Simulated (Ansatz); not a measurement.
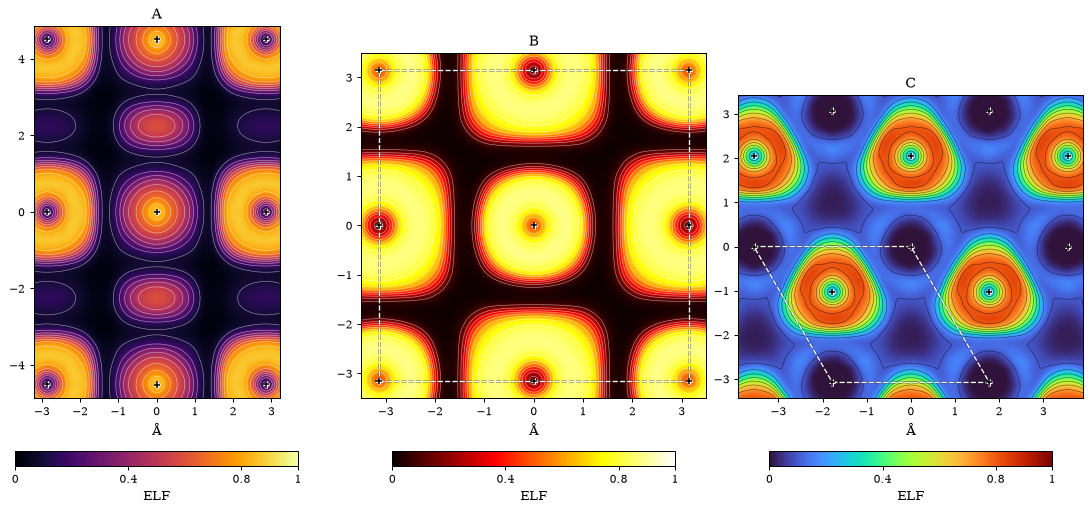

The ELF of 3 systems, each on a plane through atoms (crosses mark nuclei in the plane).

Theory: DFT, r2SCAN, plane waves, PAW in Ansatz 0.2.0.

System 1: ZnO, the (001) plane of the conventional cell. Space group P6₃/mmc; started from the h-MgO (five-fold) prototype, which need not be the ambient phase; changed on purpose from its base cell (hydrostatic strain +4.0%); computed pressure about −15 GPa in this cell.

```xyz
4
Lattice="3.5539 0.0000 0.0000 -1.7769 3.0777 0.0000 0.0000 0.0000 4.6576" Properties=species:S:1:pos:R:3 pbc="T T T"
Zn    0.0000    2.0518    1.1644
Zn    1.7770    1.0259    3.4932
O     1.7770    1.0259    1.1644
O     0.0000    2.0518    3.4932
```

System 2: KCl, the (001) plane of the conventional cell. Space group Fm-3m; started from the rocksalt prototype, which need not be the ambient phase.

System 3: AgCl, the (110) plane of the conventional cell. Space group Cmcm; started from the h-MgO (five-fold) prototype, which need not be the ambient phase; changed on purpose from its base cell (shear xy strain -0.5%).

Which map belongs to which system?

Answer. Panel A is system 3, AgCl: the plane holds Ag and Cl. Ag–Cl (2.86 Å): the ELF is about 0.10 at the midpoint (no localised pair shows between them). Panel B is system 2, KCl: the plane holds K and Cl. K–Cl (3.14 Å): the ELF is about 0.05 at the midpoint: an ionic contact with no shared pair. Panel C is system 1, ZnO: the plane holds Zn and O. Zn–O (2.05 Å): the ELF peaks at about 0.85 in the valence shell of O, 0.6 Å from its nucleus, and is about 0.25 at the midpoint (no shared electron pair shows on this line).
